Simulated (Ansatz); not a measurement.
# Ni: which magnetic state does the SCF reach?, part 2 of 2

How much does the result for Ni depend on the starting moments? The same cell is run from several starts. System: Ni, its experimental structure (space group Fm-3m, primitive cell doubled); the cell holds 2 atoms. Source: COD entry 9012982, which need not be the ambient phase.

Ansatz 0.2.0; DFT PBE, PAW, plane waves, scalar-relativistic. Earlier steps stand in the parts before.

### 7 Moments ++ scaled by 1.4, plain SCF

The input, input.yaml:

```yaml
crystal:
  lattice:
    - [0.0, 3.5347, 3.5347]
    - [1.76735, 0.0, 1.76735]
    - [1.76735, 1.76735, 0.0]
  atoms:
    - { symbol: Ni, position: [0.0, 0.0, 0.0], spin: 2.8 }
    - { symbol: Ni, position: [0.5, 0.0, 0.0], spin: 2.8 }
magnetization:
  spin_polarized: true
hamiltonian:
  xc: pbe
  pseudopotentials: { kind: paw }
basis:
  ecutwfc: 420
kpoints:
  mp_grid: { grid: [6, 12, 12] }
scf:
  occupations: { method: fermi_dirac, width: 0.05 }
  lower_state_search: "off"
output:
  forces: true
  stress: true
```

Output, cut to the lines that bear on the results:

```text
[... 10 lines as in an earlier run ...]
Bands: 25, of which v1, the nominal top of the filled ones, is band 18 counted from 1 (17 counted from 0)
[... 8 lines as in an earlier run ...]
Starting moments: Σ|m| = 5.6 μB on 2 of 2 sites
[... 2 lines as in an earlier run ...]
[...]
SCF iter   1: F=—  HF=-11677.892377 eV  |F-HF|=—  |Δ(HF+E_count)|=         —  Δρ=1.98e-1 (↑1.97e-1 ↓1.98e-1)  dr2=1.34e-2  dr2_m=7.89e0  M=2.197 μB ∫|m|=2.387 μB  β_m=0.30  ethr=3.73e-5  ⟨swp⟩=1.6  Hψ=25509  notcnv=0
[...]
spin-set hold released at iteration 8 (site moments contracting): the magnetisation degrees of freedom join the quasi-Newton model from the next iteration; the mixer history was flushed
[...]
SCF iter  15: F=-11679.453308 eV  HF=-11679.453308 eV  |F-HF|=1.82e-10  |Δ(HF+E_count)|=  1.27e-10  Δρ=3.37e-6 (↑1.83e-6 ↓3.37e-6)  dr2=2.32e-10  dr2_m=1.34e-9  M=1.382 μB ∫|m|=1.576 μB  ethr=1.79e-10  ⟨swp⟩=2.6  Hψ=15227  notcnv=0
[...]
SCF converged after 15 iterations
Magnetization: 1.3816 μB (18.6908 up, 17.3092 down)
Absolute magnetization: 1.5777 μB (∫|ρ↑−ρ↓|, with the PAW one-centre terms)
Spin contamination: 0.0162 ħ² per cell (⟨S²⟩ above its minimum at these occupations)
Per-site moments (μB) at R_I (Å): [(0.7323130382569816, 1.031006765027287), (0.7323130382569816, 1.031006765027287)]
Free energy (F): -11679.453308 eV
[...]
E sigma→0 (E₀):  -11679.439843 eV
Entropy (-TS):   -0.026932 eV (-13.466 meV/atom)
Fermi energy:    17.854708 eV
[... 24 lines left out: energy terms, forces, stress ...]
```

It took 6.2 s on 2 threads of an Arm CPU, shared host; peak memory 0.34 GiB.

Nothing new: the 15 iterations lead to the state found in step 2 (ferromagnetic).

### 8 A moment on one site alone, plain SCF

input.yaml, as its differences from that of step 7:

```diff
@@ -6,4 +6,4 @@
   atoms:
-    - { symbol: Ni, position: [0.0, 0.0, 0.0], spin: 2.8 }
-    - { symbol: Ni, position: [0.5, 0.0, 0.0], spin: 2.8 }
+    - { symbol: Ni, position: [0.0, 0.0, 0.0] }
+    - { symbol: Ni, position: [0.5, 0.0, 0.0], spin: 2.0 }
 magnetization:
```

Output, cut to the lines that bear on the results:

```text
[... 13 lines as in an earlier run ...]
Magnetic group: BNS 166.97 (UNI 1327), of the structure as read, at distance tolerance 2.8e-5 Å
[... 5 lines as in an earlier run ...]
Starting moments: Σ|m| = 2 μB on 1 of 2 sites
[... 2 lines as in an earlier run ...]
SCF iter   1: F=—  HF=-11679.259627 eV  |F-HF|=—  |Δ(HF+E_count)|=         —  Δρ=1.10e-1 (↑1.10e-1 ↓3.73e-2)  dr2=3.24e0  dr2_m=6.05e-1  M=1.436 μB ∫|m|=1.548 μB  β_m=0.30  ethr=3.10e-3  ⟨swp⟩=5.1  Hψ=16733  notcnv=0
[...]
spin-set hold released at iteration 5 (the charge has settled, or the pull on large starting moments outlasts its swing): the magnetisation degrees of freedom join the quasi-Newton model from the next iteration; the mixer history was flushed
[...]
SCF iter  21: F=-11679.453308 eV  HF=-11679.453308 eV  |F-HF|=1.08e-9  |Δ(HF+E_count)|=   2.93e-7  Δρ=8.69e-6 (↑2.83e-6 ↓8.69e-6)  dr2=5.25e-9  dr2_m=5.54e-9  M=1.382 μB ∫|m|=1.576 μB  ethr=2.78e-10  ⟨swp⟩=3.1  Hψ=17397  notcnv=0
[...]
SCF converged after 21 iterations
Magnetization: 1.3816 μB (18.6908 up, 17.3092 down)
Absolute magnetization: 1.5778 μB (∫|ρ↑−ρ↓|, with the PAW one-centre terms)
Spin contamination: 0.0162 ħ² per cell (⟨S²⟩ above its minimum at these occupations)
Per-site moments (μB) at R_I (Å): [(0.7323188111157428, 1.031006765027287), (0.7323316821024589, 1.031006765027287)]
Free energy (F): -11679.453308 eV
[...]
E sigma→0 (E₀):  -11679.439843 eV
Entropy (-TS):   -0.026930 eV (-13.465 meV/atom)
Fermi energy:    17.854722 eV
[... 24 lines left out: energy terms, forces, stress ...]
```

Run time: 6.5 s. Hardware: 2 threads of an Arm CPU, shared host; peak memory 0.35 GiB.

This is the state of step 2 again (ferromagnetic), after 21 iterations.

### 9 Parallel moments, Broyden mixing, no switch to direct minimisation

input.yaml, as its differences from that of step 8:

```diff
@@ -6,3 +6,3 @@
   atoms:
-    - { symbol: Ni, position: [0.0, 0.0, 0.0] }
+    - { symbol: Ni, position: [0.0, 0.0, 0.0], spin: 2.0 }
     - { symbol: Ni, position: [0.5, 0.0, 0.0], spin: 2.0 }
@@ -20,2 +20,4 @@
   lower_state_search: "off"
+  algorithm: density_mixing
+  mixing: { algorithm: broyden, beta: 0.3 }
 output:
```

Output, cut to the lines that bear on the results:

```text
[... 19 lines as in an earlier run ...]
Starting moments: Σ|m| = 4 μB on 2 of 2 sites
[... 3 lines as in an earlier run ...]
SCF iter   1: F=—  HF=-11678.898803 eV  |F-HF|=—  |Δ(HF+E_count)|=         —  Δρ=1.24e-1 (↑1.13e-1 ↓1.24e-1)  dr2=1.93e-2  dr2_m=2.82e0  M=1.910 μB ∫|m|=2.111 μB  β_m=0.57  ethr=5.37e-5  ⟨swp⟩=1.1  Hψ=23882  notcnv=0
[...]
[... 1 line as in an earlier run ...]
[...]
SCF iter  15: F=-11679.453308 eV  HF=-11679.453308 eV  |F-HF|=1.22e-10  |Δ(HF+E_count)|=   7.48e-8  Δρ=2.70e-7 (↑2.70e-7 ↓1.32e-7)  dr2=2.74e-12  dr2_m=7.22e-12  M=1.382 μB ∫|m|=1.576 μB  ethr=1.00e-12  ⟨swp⟩=3.1  Hψ=12771  notcnv=0
[...]
this state was not tested for a lower state beside it, because the mixer in use, unlike msr1, does not test its closes by its own steps (another_mixer; see scf.mixing.algorithm and scf.lower_state_search)
SCF converged after 15 iterations
Magnetization: 1.3816 μB (18.6908 up, 17.3092 down)
Absolute magnetization: 1.5777 μB (∫|ρ↑−ρ↓|, with the PAW one-centre terms)
Spin contamination: 0.0162 ħ² per cell (⟨S²⟩ above its minimum at these occupations)
Per-site moments (μB) at R_I (Å): [(0.7323175781668106, 1.031006765027287), (0.7323175781668106, 1.031006765027287)]
Free energy (F): -11679.453308 eV
[...]
E sigma→0 (E₀):  -11679.439843 eV
Entropy (-TS):   -0.026932 eV (-13.466 meV/atom)
Fermi energy:    17.854704 eV
[... 24 lines left out: energy terms, forces, stress ...]
```

Wall time 6.1 s (2 threads of an Arm CPU, shared host); peak memory 0.33 GiB.

The run ends in the same state as step 2 (ferromagnetic); it took 15 iterations.

### 10 Parallel moments, spin not held back in the first iterations, no switch to direct minimisation

input.yaml, as its differences from that of step 9:

```diff
@@ -21,3 +21,3 @@
   algorithm: density_mixing
-  mixing: { algorithm: broyden, beta: 0.3 }
+  mixing: { spin_hold: "off" }
 output:
```

Output, cut to the lines that bear on the results:

```text
[... 19 lines as in an earlier run ...]
Starting moments: Σ|m| = 4 μB on 2 of 2 sites
[... 2 lines as in an earlier run ...]
[...]
SCF iter   1: F=—  HF=-11678.829899 eV  |F-HF|=—  |Δ(HF+E_count)|=         —  Δρ=1.22e-1 (↑1.09e-1 ↓1.22e-1)  dr2=2.29e-2  dr2_m=2.67e0  M=1.895 μB ∫|m|=2.033 μB  β_m=0.30  ethr=6.37e-5  ⟨swp⟩=1.0  Hψ=23875  notcnv=0
[...]
SCF iter  11: F=-11679.453308 eV  HF=-11679.453308 eV  |F-HF|=9.82e-11  |Δ(HF+E_count)|=   1.34e-8  Δρ=3.77e-6 (↑2.77e-6 ↓3.77e-6)  dr2=1.80e-10  dr2_m=2.09e-9  M=1.382 μB ∫|m|=1.576 μB  ethr=2.26e-12  ⟨swp⟩=1.5  Hψ=13362  notcnv=0
[...]
SCF converged after 11 iterations
Magnetization: 1.3816 μB (18.6908 up, 17.3092 down)
Absolute magnetization: 1.5778 μB (∫|ρ↑−ρ↓|, with the PAW one-centre terms)
Spin contamination: 0.0162 ħ² per cell (⟨S²⟩ above its minimum at these occupations)
Per-site moments (μB) at R_I (Å): [(0.7323310856960149, 1.031006765027287), (0.7323310856960149, 1.031006765027287)]
Free energy (F): -11679.453308 eV
[...]
E sigma→0 (E₀):  -11679.439843 eV
Entropy (-TS):   -0.026931 eV (-13.465 meV/atom)
Fermi energy:    17.854714 eV
[... 24 lines left out: energy terms, forces, stress ...]
```

It took 4.3 s on 2 threads of an Arm CPU, shared host; peak memory 0.34 GiB.

Nothing new: the 11 iterations lead to the state found in step 2 (ferromagnetic).

### 11 The runs side by side

```csv
step,iterations,state,moments of Ni1 Ni2 (μB),total (μB),gap (eV),pressure (GPa),above lowest (meV/atom)
2,10,1,0.73 0.73,1.38,none,-2.2,0.0
3,12,2,0.26 -0.26,0.00,none,-3.5,46.5
4,6,3,0.00 0.00,0.00,none,-3.9,48.2
5,10,1,0.73 0.73,1.38,none,-2.2,0.0
6,19,1,0.73 0.73,1.38,none,-2.2,0.0
7,15,1,0.73 0.73,1.38,none,-2.2,0.0
8,21,1,0.73 0.73,1.38,none,-2.2,0.0
9,15,1,0.73 0.73,1.38,none,-2.2,0.0
10,11,1,0.73 0.73,1.38,none,-2.2,0.0
```

States are numbered from the lowest. Starts by step: 2 parallel moments, plain SCF; 3 opposed moments +-, plain SCF; 4 no spin polarisation; 5 spin on, no moments given (the program may seed its own), plain SCF; 6 parallel moments scaled by 0.2, plain SCF; 7 moments ++ scaled by 1.4, plain SCF; 8 a moment on one site alone, plain SCF; 9 parallel moments, Broyden mixing, no switch to direct minimisation; 10 parallel moments, spin not held back in the first iterations, no switch to direct minimisation.

The 9 runs of this session took 42 s in all, from 1.4 s to 6.5 s each.

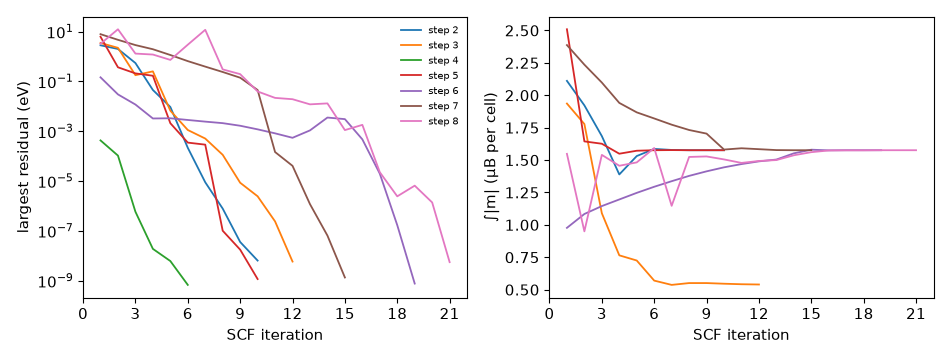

Residual and absolute moment along the iterations (7 of the 9 runs).

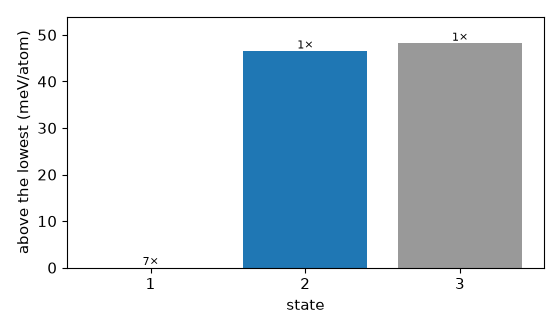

Energy of each distinct state, with the number of starts that reached it (red ferromagnetic, blue opposed moments, grey non-magnetic, green other).

### 12 Outcome

This closing draws on all 2 parts.

| quantity | value |
| --- | --- |
| distinct states | 3 from 9 converged runs |
| lowest state from plain starts | ferromagnetic |
| its moments | Ni1 0.73, Ni2 0.73 μB |
| total moment | 1.38 μB per cell |
| gap on the k-mesh | none |
| pressure | -2.2 GPa |
| largest force | 0.000 eV/Å |
| next state | antiferromagnetic, 46.5 meV/atom higher |
| highest state | non-magnetic (no spin polarisation), 48.2 meV/atom higher |

The 9 converged runs end in 3 distinct states. Switching spin polarisation off costs 48.2 meV/atom in free energy, smearing entropy included. The best antiferromagnetic state lies 46.5 meV/atom above the best ferromagnetic one. The search isn't exhaustive: larger magnetic cells and non-collinear orders weren't tried.
